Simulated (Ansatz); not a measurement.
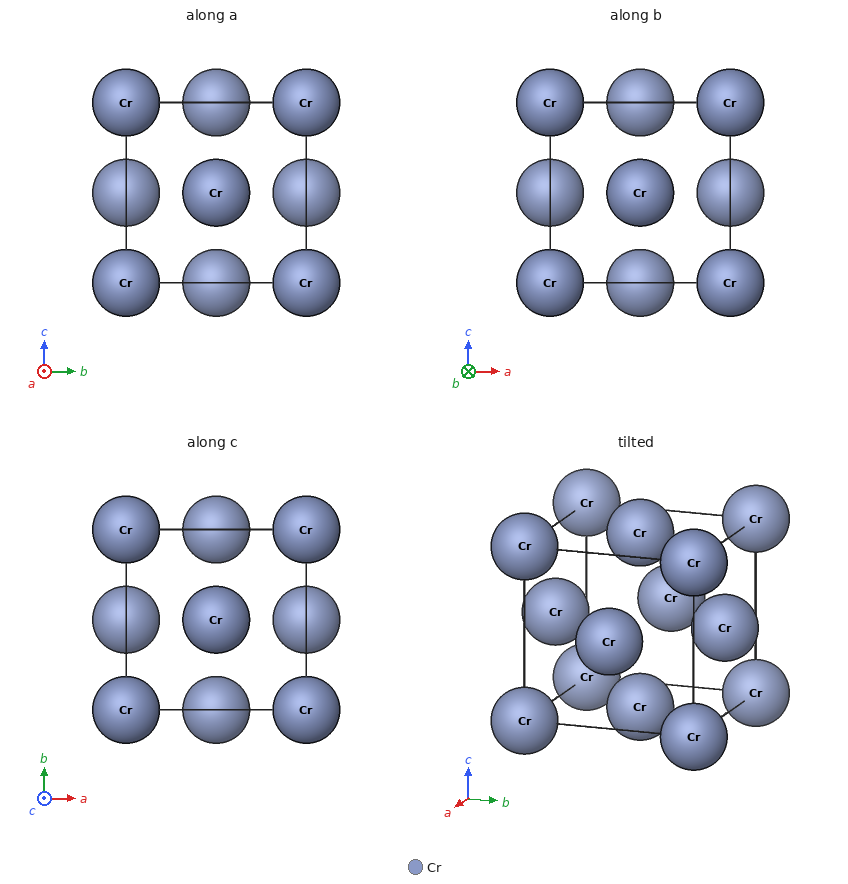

The figure gives a spheres-only picture of the atoms, viewed along the a axis, along the b axis, along the c axis and slightly off an axis. The lines enclose the conventional unit cell; boundary atoms appear with their images.

Lattice parameters: a = 3.4483 Å, b = 3.4483 Å, c = 3.4483 Å, α = 90.000°, β = 90.000°, γ = 90.000°.

**Reconstruct the structure as a CIF with its space group and independent sites.**

```cif
data_structure
_symmetry_space_group_name_H-M 'F m -3 m'
_symmetry_Int_Tables_number 225
_cell_length_a 3.4483
_cell_length_b 3.4483
_cell_length_c 3.4483
_cell_angle_alpha 90.000
_cell_angle_beta 90.000
_cell_angle_gamma 90.000
_cell_volume 41.00
loop_
_atom_site_label
_atom_site_type_symbol
_atom_site_symmetry_multiplicity
_atom_site_Wyckoff_symbol
_atom_site_fract_x
_atom_site_fract_y
_atom_site_fract_z
_atom_site_occupancy
Cr1 Cr 4 a 0.0000 0.0000 0.0000 1
```

It derives from a structure type filled with this element by a generator (whether the element takes this form wasn't checked). Earlier steps of the study may have refined or changed the cell and positions. Ansatz was used for an electronic-structure calculation on it.

At this level of theory the cell isn't at rest (compressed, at 42 GPa), so its distances can differ from those at equilibrium, the more so the softer the solid.
